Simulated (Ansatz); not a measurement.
Se

```
Se
1.0
     3.56135    0.00000    0.00000
    -1.78067    3.08422    0.00000
     0.00000    0.00000    3.69848
Se
2
Direct
  0.33333 0.66667 0.25000
  0.66667 0.33333 0.75000
```

Space group P6₃/mmc; set up as Se, hcp; a generated structure, not necessarily the stable one; changed on purpose from its base cell (volume × 0.88); computed pressure about 10 GPa in this cell.

These are results of Ansatz, DFT, RPBE, plane waves (420 eV) with PAW, scalar-relativistic, not measurements.

The density is the valence pseudo-density of a PAW calculation; it isn't the true density close to the nuclei.

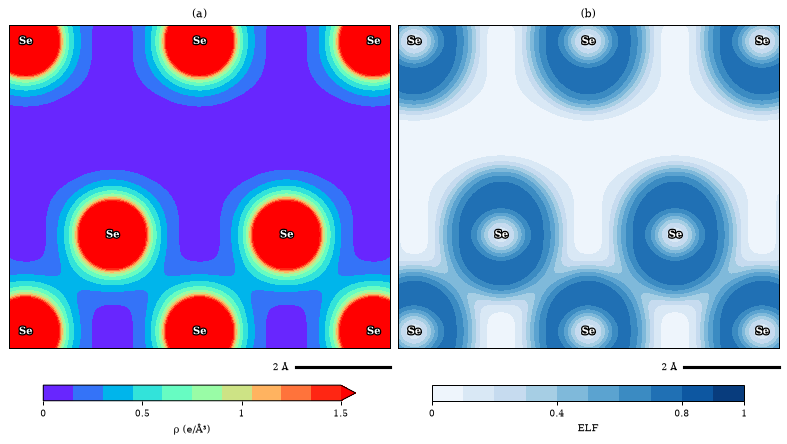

Figure 1. (a) valence charge density (pseudo); (b) ELF on the (110) plane of the conventional cell.

### Describe what can be read from this map.

- Atoms in the plane: Se.
- Se–Se (2.77 Å): the density is about 0.33 e/Å³ at the midpoint; the ELF is about 0.45 at the midpoint.
- Between the atoms the lowest density in this plane is 0.04 e/Å³.

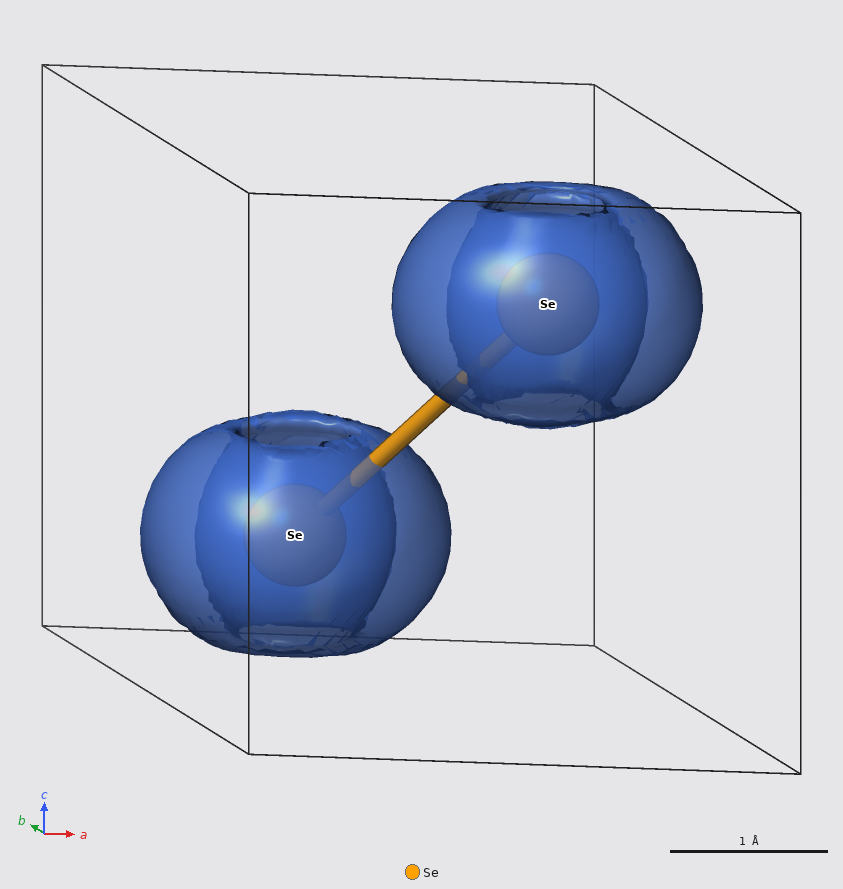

Figure 2. Isosurface of the electron localisation function at 0.75 (blue), seen slightly off an axis. Core shells and regions of very low density are left out. Sticks mark near contacts.

### Identify the bonds, lone pairs and shells in this picture.

The surface consists of two regions wrapped around Se (the valence shell of each), counted in one cell of 2 atoms. Regions shared between cells count once.

### Does the calculation give a band gap?

It is metallic or semimetallic at this level of theory: no gap opens.
